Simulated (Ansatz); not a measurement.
## Geometry relaxation, with input and output: Al₂Ru (part 1 of 2)

Al₂Ru (Fddd, 6 atoms in the cell), computed with DFT PBEsol, scalar-relativistic, plane waves, PAW, no spin polarisation (Ansatz 0.2.0).

The structure derives from a Materials Project entry. Figures and captions count atoms from 1; the log counts them from 0 in places.

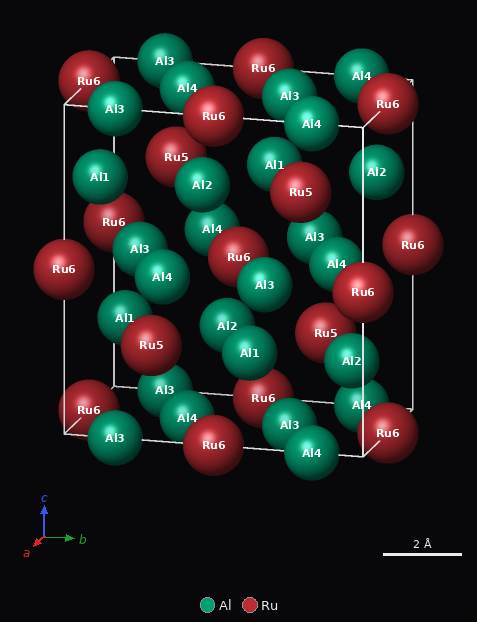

**Figure 1.** The starting structure (spheres-only view of the cell 4 times as large as that of the calculation, set on its symmetry axes, seen slightly off an axis; atoms are numbered from 1 in the order of the input).

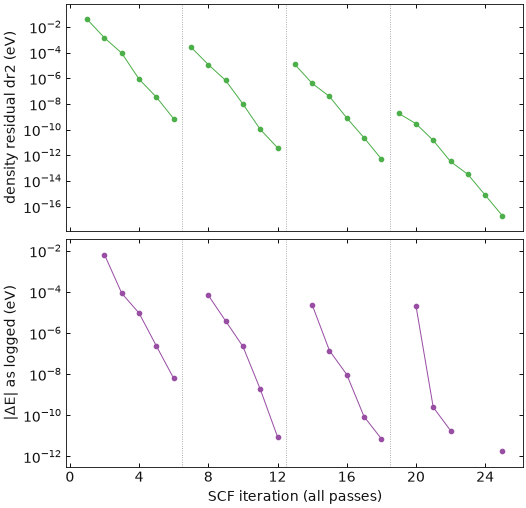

**Figure 2.** Convergence of the self-consistent field: density residual dr2 and size of the energy change against the SCF iteration. The dotted lines part the SCF passes of the relaxation: geometry steps, rejected trials and re-solves on a re-selected basis. The passes take 6, 6, 6 and 7 iterations.

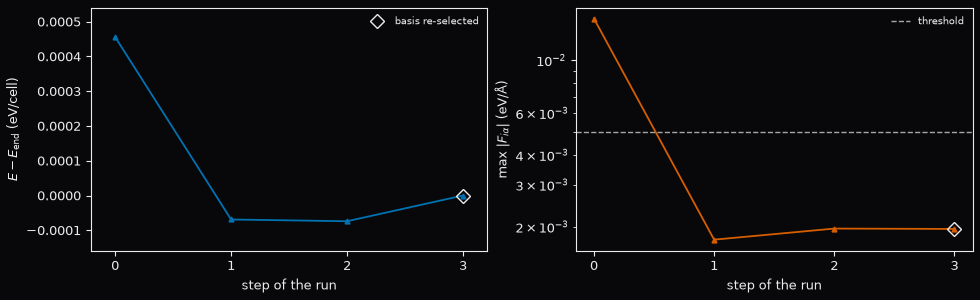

**Figure 3.** Progress of the relaxation, step by step (the first geometry is step 0 here and step 1 in the log). No atom moves by more than 0.005 Å relative to the cell. After 2 geometry steps the energy has fallen by 0.5 meV per cell of the calculation. Largest force component: 0.015 eV/Å at the start, 0.002 eV/Å at the end. The pressure goes from −0.53 to 0.00 GPa. A last SCF at the same geometry on a re-selected plane-wave basis shifts the energy by +0.1 meV per cell of the calculation.

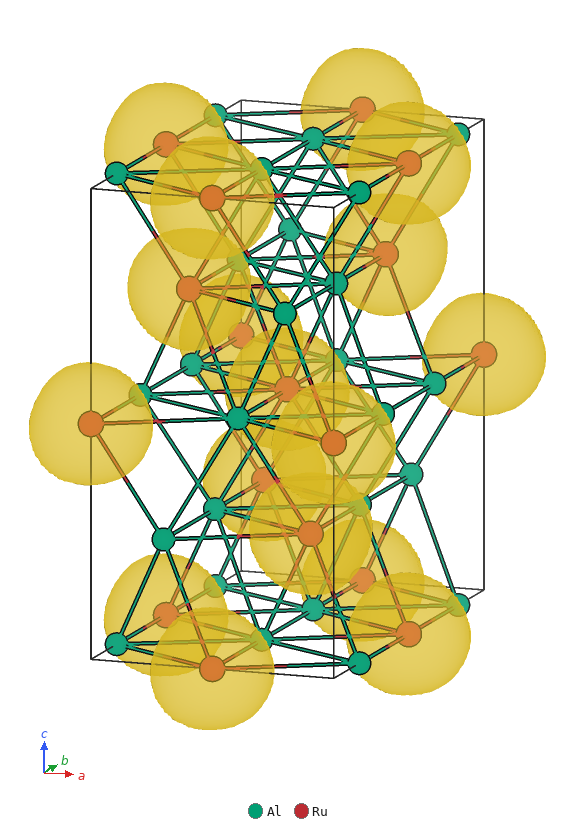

**Figure 4.** Isosurface of the valence charge density (pseudo) at 0.5 e/Å³ (yellow), seen slightly off an axis. Sticks mark near contacts. The outline is the cell set on symmetry axes. At this value the density breaks into separate islands; it holds about 60 % of the electrons treated as valence (semicore included). It is pinched off along the Al–Ru (2.57 Å), Al–Al (2.59 Å), Al–Ru (2.62 Å) and Al–Al (2.67 Å) contacts. On the grid the lowest density along these lines, outside the cores, is 0.29 e/Å³ (Al–Ru, 2.57 Å), 0.24 e/Å³ (Al–Al, 2.59 Å), 0.27 e/Å³ (Al–Ru, 2.62 Å) and 0.23 e/Å³ (Al–Al, 2.67 Å). In a PAW calculation such maps are meaningful between the atoms, not at the nuclei.

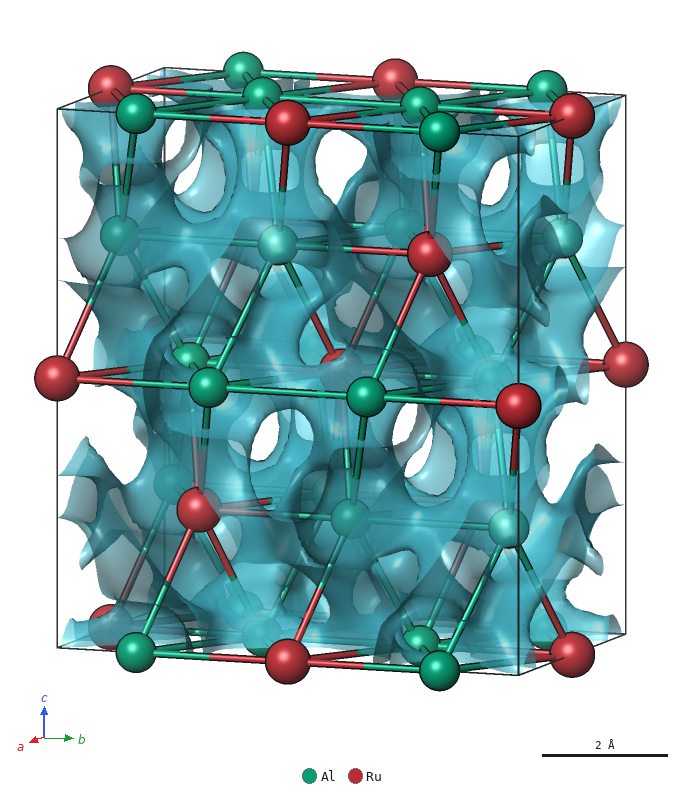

**Figure 5.** Isosurface of the electron localisation function at 0.5 (cyan), seen slightly off an axis. Core shells and regions of very low density are left out. Sticks mark near contacts. The outline is the cell set on symmetry axes. Values along the shortest contacts: Al–Ru (2.57 Å): the ELF is about 0.40 at the midpoint. Al–Al (2.59 Å): the ELF peaks at about 0.65 between the atoms.

These pictures come from the run below.

**Input**
```yaml
crystal:
  lattice:
    - [0.0, 3.9898374997, 4.3915250777]
    - [2.3524746913, 0.0, 4.3915250777]
    - [2.3524746913, 3.9898374997, 0.0]
  atoms:
    - { symbol: Al, position: [0.07906103, 0.42093897, 0.07906103] }
    - { symbol: Al, position: [0.42093897, 0.07906103, 0.42093897] }
    - { symbol: Al, position: [0.17093897, 0.82906103, 0.17093897] }
    - { symbol: Al, position: [0.82906103, 0.17093897, 0.82906103] }
    - { symbol: Ru, position: [0.75, 0.75, 0.75] }
    - { symbol: Ru, position: [0.5, 0.5, 0.5] }
basis:
  ecutwfc: 420
kpoints:
  mp_grid: { grid: [10, 10, 10] }
hamiltonian:
  xc: pbesol
scf:
  occupations: { method: gaussian, width: 0.01 }
output:
  forces: true
  stress: true
  eigenvalues: true
  write_density: true
  write_potential: true
  elf: true
  volumetric_format: npy
relax:
  adjacent_minimum: "off"
  f_tol: 0.005
  max_steps: 80
  cell: { stress_tol: 0.05 }
```

Launched with:
```bash
ansatz run input.yaml --threads 2 --pin off --max-ram 7168MiB --backend cpu --events-out ev --progress --plain --runs-dir out
```

**Output**
```
Engine: ansatz 0.2.0, x86_64-unknown-linux-gnu
Pseudopotentials: kind: paw
Pseudopotential: Al, paw, valence charge 3, recommended cutoff 420 eV (normal), Al.paw.azcp
Pseudopotential: Ru, paw, valence charge 16, recommended cutoff 420 eV (normal), Ru.paw.azcp
Functional definition: PBEsol
  exchange = pbesol_x
  correlation = pbesol_c
Crystal: 6 atoms, lattice volume = 82.438 Å³
Basis set: ecut = 420 eV, 1625 PW (Γ), exchange–correlation on 80×72×64 points (8 copies of the dense FFT grid, shifted against one another)
Bands: 28, of which v1, the nominal top of the filled ones, is band 22 counted from 1 (21 counted from 0)
Symmetry: 8 space group operations
Space group: Fddd (ITA 70), of the structure as read, at distance tolerance 4.4e-5 Å
k-points: 171 of 1000
Non-local potential: Al, projectors of the file, l = 0: 2, l = 1: 2, l = 2: 1
Non-local potential: Ru, projectors of the file, l = 0: 3, l = 1: 2, l = 2: 2, l = 3: 1
PAW form: soft (Blöchl's): semilocal exchange-correlation on the pseudo side does not see the compensation charge
PAW frozen core: Al, regenerated for the run's functional, and the local potential with it (the file was generated under x = pbe(κ = 0.804, μ = 0.2195149727645171), c = pbe(β = 0.06672455060314922))
PAW frozen core: Ru, regenerated for the run's functional, and the local potential with it (the file was generated under x = pbe(κ = 0.804, μ = 0.2195149727645171), c = pbe(β = 0.06672455060314922))
PAW one-centre angular grid: Al, 110 points (default); XC on 64 Gauss nodes
PAW one-centre angular grid: Ru, 590 points (default); XC on 64 Gauss nodes
Initial density: superposition of atomic densities (neutral atoms: chi_scale 0, normalization atom), corrected by the library's trained network
Initial wavefunctions: pseudopotential atomic-orbital guess
Functional: x = pbesol(κ = 0.804, μ = 0.12345679012345678), c = pbesol(β = 0.046)
SCF iter   1: F=—  HF=-13735.326425 eV  |F-HF|=—  |Δ(HF+E_count)|=         —  Δρ=6.57e-3  dr2=3.87e-2  ethr=1.77e-3  ⟨swp⟩=7.2  Hψ=22820  notcnv=0
preconditioner: auto → none  [insulator: Δε(μ)=0.159 eV  Ē_g=6.529 eV  σ=0.010 eV  W_gap=1.00  n_scr=16 (ndim 8)  ℏωp=21.6 eV  f_vac=0.000  D(μ)=0.00/eV (n_scr^D=0)  ε∞_Penn≈12.0]
SCF iter   2: F=—  HF=-13735.319922 eV  |F-HF|=—  |Δ(HF+E_count)|=   6.50e-3  Δρ=1.90e-3  dr2=1.40e-3  ethr=8.79e-5  ⟨swp⟩=3.0  Hψ=9223  notcnv=0  defer=250
SCF iter   3: F=—  HF=-13735.319836 eV  |F-HF|=—  |Δ(HF+E_count)|=   8.59e-5  Δρ=6.06e-4  dr2=9.00e-5  ethr=3.19e-6  ⟨swp⟩=2.3  Hψ=7715  notcnv=0  defer=250
SCF iter   4: F=—  HF=-13735.319826 eV  |F-HF|=—  |Δ(HF+E_count)|=   9.31e-6  Δρ=3.41e-5  dr2=8.40e-7  ethr=2.05e-7  ⟨swp⟩=1.3  Hψ=4629  notcnv=0  defer=250
iter 5 did not close the SCF: its close was put off for the readings that it lacked (scf_convergence_deferred on its scf_iter line)
SCF iter   5: F=-13735.319826 eV  HF=-13735.319826 eV  |F-HF|=1.31e-9  |Δ(HF+E_count)|=   2.36e-7  Δρ=1.04e-5  dr2=3.40e-8  ethr=1.91e-9  ⟨swp⟩=2.0  Hψ=8180  notcnv=0  defer=250
SCF iter   6: F=-13735.319826 eV  HF=-13735.319826 eV  |F-HF|=5.64e-11  |Δ(HF+E_count)|=   6.25e-9  Δρ=1.55e-6  dr2=6.95e-10  ethr=7.73e-11  ⟨swp⟩=8.6  Hψ=28592  notcnv=0
SCF 1 converged in 6 iterations: F = -13735.319826 eV  dr2 = 6.95e-10
  greatest PAW one-centre occupation: 0.999 electrons in one spin orbital (limit 2), on the Ru atom at site 5 (counted from 0), in its partial waves of l = 0
relax step   1: F+E_penalty+E_count = -13735.31982619 eV  Δ(F+E_penalty+E_count) = +0.000e0 eV  max|allowed force component| = 1.498e-2 eV/Å  Δτ_max = 0.0000 Å  P = -0.528 GPa  Ω = 82.438 Å³  (6 SCF iters, dr2 threshold 1.00e-7 eV, accepted)
Crystal: 6 atoms, lattice volume = 82.162 Å³
Basis set: ecut = 420 eV, 1621 PW (Γ), exchange–correlation on 80×72×64 points (8 copies of the dense FFT grid, shifted against one another)
Initial density: handed on by an earlier stage of this run
Initial wavefunctions: those handed on with the density
iter 1 solved again at ethr=6.02e-7 eV; its pass at ethr=3.10e-3 eV (dr2=2.65e-4 eV) is discarded
SCF iter   1: F=—  HF=-13735.320424 eV  |F-HF|=—  |Δ(HF+E_count)|=         —  Δρ=4.57e-4  dr2=2.65e-4  ethr=6.02e-7  ⟨swp⟩=2.1  Hψ=24415  notcnv=0
preconditioner: auto → none  [insulator: Δε(μ)=0.088 eV  Ē_g=6.550 eV  σ=0.010 eV  W_gap=1.00  n_scr=16 (ndim 8)  ℏωp=21.7 eV  f_vac=0.000  D(μ)=0.00/eV (n_scr^D=0)  ε∞_Penn≈12.0]
SCF iter   2: F=—  HF=-13735.320355 eV  |F-HF|=—  |Δ(HF+E_count)|=   6.91e-5  Δρ=1.21e-4  dr2=1.16e-5  ethr=6.02e-7  ⟨swp⟩=2.4  Hψ=6203  notcnv=0
SCF iter   3: F=—  HF=-13735.320351 eV  |F-HF|=—  |Δ(HF+E_count)|=   3.90e-6  Δρ=2.99e-5  dr2=6.85e-7  ethr=2.65e-8  ⟨swp⟩=2.2  Hψ=6658  notcnv=0
iter 4 did not close the SCF: its close was put off for the readings that it lacked (scf_convergence_deferred on its scf_iter line)
SCF iter   4: F=-13735.320351 eV  HF=-13735.320351 eV  |F-HF|=6.47e-9  |Δ(HF+E_count)|=   2.24e-7  Δρ=4.31e-6  dr2=9.83e-9  ethr=1.56e-9  ⟨swp⟩=2.2  Hψ=6820  notcnv=0
iter 5 did not close the SCF: its close was put off for the readings that it lacked (scf_convergence_deferred on its scf_iter line)
SCF iter   5: F=-13735.320351 eV  HF=-13735.320351 eV  |F-HF|=4.55e-11  |Δ(HF+E_count)|=   1.89e-9  Δρ=5.85e-7  dr2=1.05e-10  ethr=2.23e-11  ⟨swp⟩=2.2  Hψ=8510  notcnv=0
SCF iter   6: F=-13735.320351 eV  HF=-13735.320351 eV  |F-HF|=0.00e0  |Δ(HF+E_count)|=  9.09e-12  Δρ=1.18e-7  dr2=3.86e-12  ethr=1.00e-12  ⟨swp⟩=3.9  Hψ=21563  notcnv=0
SCF 2 converged in 6 iterations: F = -13735.320351 eV  dr2 = 3.86e-12
relax step   2: F+E_penalty+E_count = -13735.32035060 eV  Δ(F+E_penalty+E_count) = -5.244e-4 eV  max|allowed force component| = 1.767e-3 eV/Å  Δτ_max = 0.0008 Å  P = +0.097 GPa  Ω = 82.162 Å³  energy of the carried Pulay correction = +9.046e-5 eV  (6 SCF iters, dr2 threshold 6.00e-7 eV, accepted)
Crystal: 6 atoms, lattice volume = 82.205 Å³
iter 1 solved again at ethr=2.65e-8 eV; its pass at ethr=3.10e-3 eV (dr2=1.17e-5 eV) is discarded
```
